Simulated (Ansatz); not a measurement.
Geometry relaxation, with input and output: Tl

Tl (1 atom in the cell), computed with DFT PBEsol, scalar-relativistic, plane waves, PAW, no spin polarisation (Ansatz 0.2.0).

The structure was made by swapping elements on the sites of another compound; it need not be a known phase. It belongs to a series of runs on one base structure; here: Al -> Tl on all its sites, cell and atoms relaxed. Figures and captions count atoms from 1; the log counts them from 0 in places.

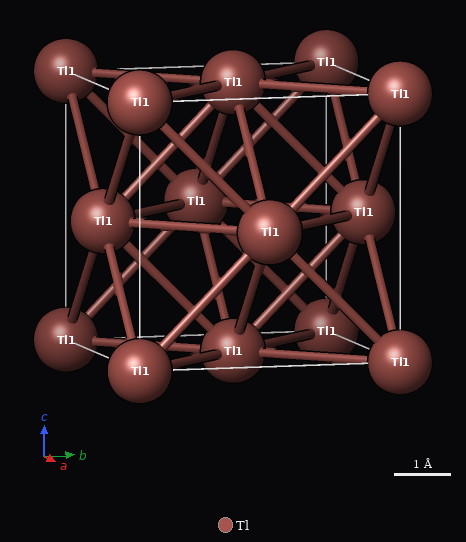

Fig. 1: The input geometry (ball-and-stick view of the cell 4 times as large as that of the calculation, set on its symmetry axes, seen slightly off an axis; atoms are numbered from 1 in the order of the input). An atom can appear more than once, as a periodic image. Near neighbours in the periodic cell (some may lie outside the picture): Tl has 12 Tl at 3.43 Å.

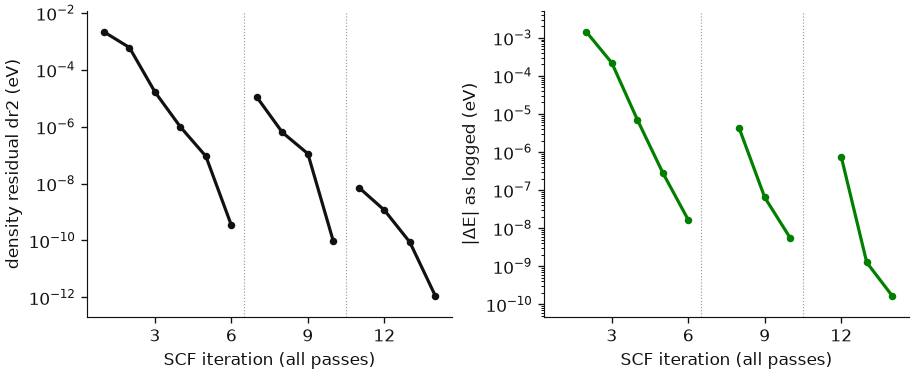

Fig. 2: Convergence of the self-consistent field: density residual dr2 and size of the energy change against the SCF iteration. The dotted lines part the SCF passes of the relaxation: geometry steps, rejected trials and re-solves on a re-selected basis. The passes take 6, 4 and 4 iterations.

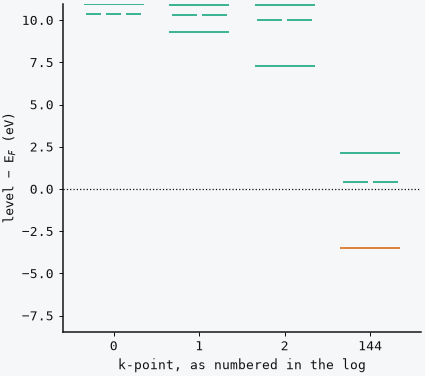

Fig. 3: Kohn–Sham levels near the Fermi level (dotted) at the few k-points that the log prints; levels within 0.02 eV of each other stand side by side. The system is metallic on the full mesh.

The input that produced these results follows, with the program's output.

## Input file
```yaml
crystal:
  lattice:
    - [0.0, 2.4250872563, 2.4250872563]
    - [2.4250872563, 0.0, 2.4250872563]
    - [2.4250872563, 2.4250872563, 0.0]
  atoms:
    - { symbol: Tl, position: [0.0, 0.0, 0.0] }
basis:
  ecutwfc: 420
kpoints:
  mp_grid: { grid: [16, 16, 16] }
hamiltonian:
  xc: pbesol
scf:
  occupations: { method: gaussian, width: 0.1 }
output:
  forces: true
  stress: true
  eigenvalues: true
relax:
  adjacent_minimum: "off"
  f_tol: 0.01
  max_steps: 60
  cell: { stress_tol: 0.1 }
```

Launch command:
```bash
ansatz run input.yaml --threads 1 --pin off --max-ram 2560MiB --backend cpu --events-out ev --progress --plain --runs-dir out
```

## The program's output
```
Engine: ansatz 0.2.0, x86_64-unknown-linux-gnu
Pseudopotentials: kind: paw
Pseudopotential: Tl, paw, valence charge 13, recommended cutoff 420 eV (normal), Tl.paw.azcp
Functional definition: PBEsol
  exchange = pbesol_x
  correlation = pbesol_c
Crystal: 1 atoms, lattice volume = 28.524 Å³
Basis set: ecut = 420 eV, 537 PW (Γ), exchange–correlation on 48×48×48 points (8 copies of the dense FFT grid, shifted against one another)
Bands: 11, of which v1, the nominal top of the filled ones, is band 7 counted from 1 (6 counted from 0)
Symmetry: 48 space group operations
Space group: Fm-3m (ITA 225), of the structure as read, at distance tolerance 3.1e-5 Å
k-points: 145 of 4096
Non-local potential: Tl, projectors of the file, l = 0: 2, l = 1: 2, l = 2: 2, l = 3: 1
PAW form: soft (Blöchl's): semilocal exchange-correlation on the pseudo side does not see the compensation charge
PAW frozen core: Tl, regenerated for the run's functional, and the local potential with it (the file was generated under x = pbe(κ = 0.804, μ = 0.2195149727645171), c = pbe(β = 0.06672455060314922))
PAW one-centre angular grid: Tl, 590 points (default); XC on 64 Gauss nodes
Initial density: superposition of atomic densities (neutral atoms: chi_scale 0, normalization atom), corrected by the library's trained network
Initial wavefunctions: pseudopotential atomic-orbital guess
Functional: x = pbesol(κ = 0.804, μ = 0.12345679012345678), c = pbesol(β = 0.046)
SCF iter   1: F=—  HF=-11295.665166 eV  |F-HF|=—  |Δ(HF+E_count)|=         —  Δρ=2.50e-3  dr2=2.16e-3  ethr=1.77e-3  ⟨swp⟩=5.2  Hψ=10050  notcnv=0
preconditioner: auto → none  [metal: Δε(μ)=0.044 eV  Ē_g=17.435 eV  σ=0.100 eV  W_gap=0.23  n_scr=8 (ndim 8)  ℏωp=25.1 eV  f_vac=0.000  D(μ)=0.57/eV (n_scr^D=0)  sad-step TF]
SCF iter   2: F=—  HF=-11295.663732 eV  |F-HF|=—  |Δ(HF+E_count)|=   1.43e-3  Δρ=1.21e-3  dr2=6.07e-4  ethr=1.66e-5  ⟨swp⟩=2.5  Hψ=3655  notcnv=0
SCF iter   3: F=—  HF=-11295.663513 eV  |F-HF|=—  |Δ(HF+E_count)|=   2.19e-4  Δρ=2.78e-4  dr2=1.67e-5  ethr=4.67e-6  ⟨swp⟩=2.1  Hψ=2438  notcnv=0
SCF iter   4: F=—  HF=-11295.663506 eV  |F-HF|=—  |Δ(HF+E_count)|=   7.09e-6  Δρ=7.41e-5  dr2=9.81e-7  ethr=1.29e-7  ⟨swp⟩=2.0  Hψ=2411  notcnv=0
iter 5 did not close the SCF: its close was put off for the readings that it lacked (scf_convergence_deferred on its scf_iter line)
SCF iter   5: F=-11295.663506 eV  HF=-11295.663506 eV  |F-HF|=3.74e-8  |Δ(HF+E_count)|=   2.84e-7  Δρ=1.93e-5  dr2=9.08e-8  ethr=7.54e-9  ⟨swp⟩=1.0  Hψ=1532  notcnv=0
SCF iter   6: F=-11295.663506 eV  HF=-11295.663506 eV  |F-HF|=1.13e-10  |Δ(HF+E_count)|=   1.64e-8  Δρ=1.09e-6  dr2=3.40e-10  ethr=6.98e-10  ⟨swp⟩=3.6  Hψ=6433  notcnv=0
SCF 1 converged in 6 iterations: F = -11295.663506 eV  dr2 = 3.40e-10
  greatest PAW one-centre occupation: 0.962 electrons in one spin orbital (limit 2), on the Tl atom at site 0 (counted from 0), in its partial waves of l = 2
relax step   1: F+E_penalty+E_count = -11295.66350618 eV  Δ(F+E_penalty+E_count) = +0.000e0 eV  max|allowed force component| = 0.000e0 eV/Å  Δτ_max = 0.0000 Å  P = -0.310 GPa  Ω = 28.524 Å³  (6 SCF iters, dr2 threshold 1.00e-7 eV, accepted)
Crystal: 1 atoms, lattice volume = 28.327 Å³
Initial density: handed on by an earlier stage of this run
Initial wavefunctions: those handed on with the density
iter 1 solved again at ethr=6.46e-8 eV; its pass at ethr=3.10e-3 eV (dr2=8.39e-6 eV) is discarded
SCF iter   1: F=—  HF=-11295.663787 eV  |F-HF|=—  |Δ(HF+E_count)|=         —  Δρ=1.66e-4  dr2=1.09e-5  ethr=6.46e-8  ⟨swp⟩=2.0  Hψ=12420  notcnv=0
preconditioner: auto → none  [metal: Δε(μ)=0.042 eV  Ē_g=17.527 eV  σ=0.100 eV  W_gap=0.22  n_scr=8 (ndim 8)  ℏωp=25.2 eV  f_vac=0.000  D(μ)=0.56/eV (n_scr^D=0)]
SCF iter   2: F=—  HF=-11295.663783 eV  |F-HF|=—  |Δ(HF+E_count)|=   4.14e-6  Δρ=6.68e-5  dr2=6.27e-7  ethr=6.46e-8  ⟨swp⟩=2.1  Hψ=2517  notcnv=0
SCF iter   3: F=—  HF=-11295.663783 eV  |F-HF|=—  |Δ(HF+E_count)|=   6.37e-8  Δρ=2.71e-5  dr2=1.12e-7  ethr=7.69e-10  ⟨swp⟩=4.9  Hψ=6291  notcnv=0
SCF iter   4: F=-11295.663783 eV  HF=-11295.663783 eV  |F-HF|=6.55e-11  |Δ(HF+E_count)|=   5.48e-9  Δρ=6.08e-7  dr2=9.25e-11  ethr=7.69e-10  ⟨swp⟩=4.3  Hψ=4946  notcnv=0
SCF 2 converged in 4 iterations: F = -11295.663783 eV  dr2 = 9.25e-11
relax step   2: F+E_penalty+E_count = -11295.66378298 eV  Δ(F+E_penalty+E_count) = -2.768e-4 eV  max|allowed force component| = 0.000e0 eV/Å  Δτ_max = 0.0000 Å  P = -0.057 GPa  Ω = 28.327 Å³  energy of the carried Pulay correction = +5.018e-5 eV  (4 SCF iters, dr2 threshold 1.00e-7 eV, accepted)
Initial wavefunctions: pseudopotential atomic-orbital guess (no wavefunctions were taken with the density)
iter 1 solved again at ethr=1.18e-7 eV; its pass at ethr=3.10e-3 eV (dr2=1.53e-5 eV) is discarded
SCF iter   1: F=—  HF=-11295.663732 eV  |F-HF|=—  |Δ(HF+E_count)|=         —  Δρ=1.12e-5  dr2=7.25e-9  ethr=1.18e-7  ⟨swp⟩=3.7  Hψ=14939  notcnv=0
preconditioner: auto → none  [metal: Δε(μ)=0.042 eV  Ē_g=17.531 eV  σ=0.100 eV  W_gap=0.22  n_scr=8 (ndim 8)  ℏωp=25.2 eV  f_vac=0.000  D(μ)=0.56/eV (n_scr^D=0)]
SCF iter   2: F=—  HF=-11295.663732 eV  |F-HF|=—  |Δ(HF+E_count)|=   7.47e-7  Δρ=5.21e-6  dr2=1.16e-9  ethr=5.58e-11  ⟨swp⟩=2.0  Hψ=2404  notcnv=0
SCF iter   3: F=—  HF=-11295.663732 eV  |F-HF|=—  |Δ(HF+E_count)|=   1.25e-9  Δρ=1.53e-6  dr2=8.67e-11  ethr=8.92e-12  ⟨swp⟩=2.0  Hψ=1795  notcnv=0
SCF iter   4: F=-11295.663732 eV  HF=-11295.663732 eV  |F-HF|=3.64e-12  |Δ(HF+E_count)|=  1.66e-10  Δρ=1.26e-7  dr2=1.12e-12  ethr=1.00e-12  ⟨swp⟩=4.3  Hψ=4829  notcnv=0
SCF 3 converged in 4 iterations: F = -11295.663732 eV  dr2 = 1.12e-12
relax step   3: F+E_penalty+E_count = -11295.66373155 eV  Δ(F+E_penalty+E_count) = +5.143e-5 eV  max|allowed force component| = 0.000e0 eV/Å  Δτ_max = 0.0000 Å  P = -0.057 GPa  Ω = 28.327 Å³  stress off target by 5.73e-2 GPa  SCF on the basis re-selected at this cell (its energy is not comparable with the rows above)  (4 SCF iters)
basis re-selected at this cell: Δ(F+E_penalty+E_count) = +5.143e-5 eV, ΔP = -0.000 GPa vs the last step (what re-selecting the basis moved, of the pressure what is left beyond the Pulay correction that the steps carried, after the strain that the cell walked since its last selection, with what the two solves' SCF thresholds leave and, on support functions, any second-order correction that the steps lacked; it is no measure of the basis error at this ecutwfc). This SCF's stress stands 5.73e-2 GPa from its target on what of the cell is left free (relax.cell.stress_tol is 1.00e-1 GPa) and its largest allowed force component is 0.00e0 eV/Å (relax.f_tol is 1.00e-2 eV/Å): within both
SCF converged after 4 iterations
Free energy (F): -11295.663732 eV
Harris-Foulkes:  -11295.663732 eV  (|F-HF|=3.64e-12)
Internal energy: -11295.660914 eV  (E = F + TS)
E sigma→0 (E₀):  -11295.662323 eV
Entropy (-TS):   -0.002817 eV (-2.817 meV/atom)
Fermi energy:    10.342992 eV
--- Per-component energies (eV) ---
  E_band       = 7.747520
  E_kinetic    = 333.743201
  E_local      = -869.530870  (includes V_loc(G=0)·N_el)
  E_nonlocal   = 319.126423
  E_hartree    = 320.248156
  E_xc         = -228.866946
  E_vxc        = -142.334500  (∫ρ·V_xc dr)
  E_paw        = -10017.549813  (= ΣΔE_a)
  E_vpaw       = -273.753084  (= ΣTr[D̂ρ^β])
  E_aug_tail   = 0.000034  (compensation charges beyond the density's cutoff)
  E_ewald      = -1152.869364
  E_core_change = 0.038265  (= ΣΔE_core)
  E_smearing   = -0.002817  (= −TS)
  E_closure    = 0.000000  (closes the sum)
  Σ components = -11295.663732   (vs F -11295.663732, Δ=0.00e0)
--- Forces (eV/Å), atoms counted from 1 ---
  atom   1  Tl    -0.00000000     0.00000000     0.00000000
  max |Σ_I F_I| component: 1.81e-31 eV/Å
--- Stress (GPa, compression-positive) ---
       -0.057330       0.000000       0.000000
        0.000000      -0.057330       0.000000
        0.000000       0.000000      -0.057330
  P = ⅓ Tr σ = -0.0573 GPa (-0.573 kbar)
--- Band table (eV; the first three rows and the last of 145) ---
  k-point 0: bands = ["-1.2072", "-1.2072", "-1.2072", "-0.9205", "-0.9205", "0.2332", "20.7183", "20.7183", "20.7183", "21.2812", "24.7817"]
  k-point 1: bands = ["-1.2105", "-1.1961", "-1.1961", "-0.9223", "-0.9223", "0.3178", "19.6493", "20.6249", "20.6249", "21.2439", "25.0341"]
  k-point 2: bands = ["-1.2248", "-1.1689", "-1.1689", "-0.9230", "-0.9230", "0.5772", "17.6316", "20.3715", "20.3715", "21.2291", "24.9864"]
  k-point 144: bands = ["-1.2654", "-1.1436", "-1.1436", "-0.8575", "-0.5992", "6.8746", "10.7361", "10.7361", "12.4645", "23.8197", "24.6244"]
--- Relaxed structure (2 steps of the walk, 2 accepted, 1 SCFs on fresh bases) ---
  F+E_penalty+E_count = -11295.66373155 eV   max|allowed force component| = 0.000e0 eV/Å   (the final SCF, on the basis selected at the relaxed cell)
  cell:  # Å, volume = 28.3272 Å³
    - [-1.146458707401508e-34, 2.419494781965486, 2.419494781965486]
    - [2.419494781965486, -1.273843008223896e-35, 2.419494781965486]
    - [2.419494781965486, 2.419494781965486, -4.076297626316472e-34]
  atoms:
    - { symbol: Tl, position: [0.0, 0.0, 0.0] }
```

## Trajectory as extended XYZ (Å, eV, eV/Å), 3 frames, from step=1 to step=3
```
1
Lattice="0.0000 2.4251 2.4251 2.4251 0.0000 2.4251 2.4251 2.4251 0.0000" Properties=species:S:1:pos:R:3:forces:R:3 step=1 energy=-11295.66351 pressure_GPa=-0.31
Tl    0.0000    0.0000    0.0000    0.0000   0.0000   0.0000
1
Lattice="0.0000 2.4195 2.4195 2.4195 0.0000 2.4195 2.4195 2.4195 0.0000" Properties=species:S:1:pos:R:3:forces:R:3 step=2 energy=-11295.66378 pressure_GPa=-0.06
Tl    0.0000    0.0000    0.0000    0.0000   0.0000   0.0000
1
Lattice="0.0000 2.4195 2.4195 2.4195 0.0000 2.4195 2.4195 2.4195 0.0000" Properties=species:S:1:pos:R:3:forces:R:3 step=3 energy=-11295.66373 pressure_GPa=-0.06
Tl    0.0000    0.0000    0.0000    0.0000   0.0000   0.0000
```

## Results in brief

```json
{"quantity": "outcome", "value": "converged"}
{"quantity": "space group (tolerance 0.01 Å)", "value": "Fm-3m (225)"}
{"quantity": "electrons treated", "value": "13"}
{"quantity": "free energy", "value": "−11295.6637 eV"}
{"quantity": "Fermi energy", "value": "10.343 eV"}
{"quantity": "gap on the k-point mesh", "value": "none (metallic)"}
{"quantity": "pressure", "value": "−0.06 GPa"}
{"quantity": "final volume", "value": "28.33 Å³"}
{"quantity": "largest force (length of the vector) at the end", "value": "under 0.001 eV/Å"}
{"quantity": "final cell", "value": "a = 3.422 Å, b = 3.422 Å, c = 3.422 Å, α = 60.00°, β = 60.00°, γ = 60.00°"}
{"quantity": "hardware", "value": "1 thread of Intel Xeon @ 2.90GHz (Ice Lake), 32 GiB of memory available, shared host"}
{"quantity": "wall time", "value": "6.1 s"}
{"quantity": "peak memory", "value": "0.39 GiB"}
```

## Notes

Spin–orbit coupling is left out, which matters for Tl.
